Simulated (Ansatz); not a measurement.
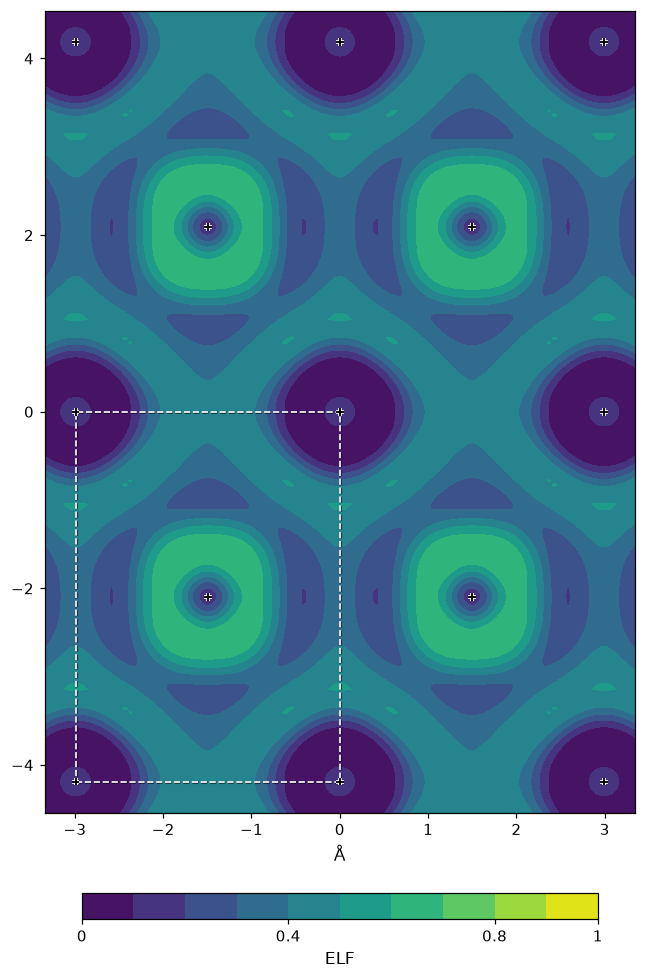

The ELF on a plane through atoms (crosses mark nuclei in the plane).

Theory: DFT, PBEsol, PAW with Ansatz's default frozen-core files, scalar-relativistic (Ansatz 0.2.0).

Candidates:
A. TiSi2, a = 4.68 Å, b = 8.07 Å, c = 8.35 Å, α = 90.00°, β = 90.00°, γ = 90.00°. Space group Fddd; computed pressure about 9 GPa in this cell; computed without spin polarisation.
B. AlRu, a = 2.99 Å, b = 2.99 Å, c = 2.93 Å, α = 90.00°, β = 90.00°, γ = 90.00°. Space group P4/mmm; changed on purpose from its base cell (zz strain of -2 %, PAW files); computed without spin polarisation.
C. SnO, a = 3.80 Å, b = 3.80 Å, c = 4.79 Å, α = 90.00°, β = 90.00°, γ = 90.00°. Space group P4/nmm; changed on purpose from its base cell (zz strain of -1 %, PAW files).

Q: Which candidate gave the map?

A: Candidate B: AlRu on the (011) plane of the conventional cell, which holds Al and Ru. Al–Ru (2.57 Å): the ELF is about 0.40 at the midpoint. Al–Al (2.99 Å): the ELF is about 0.40 at the midpoint.
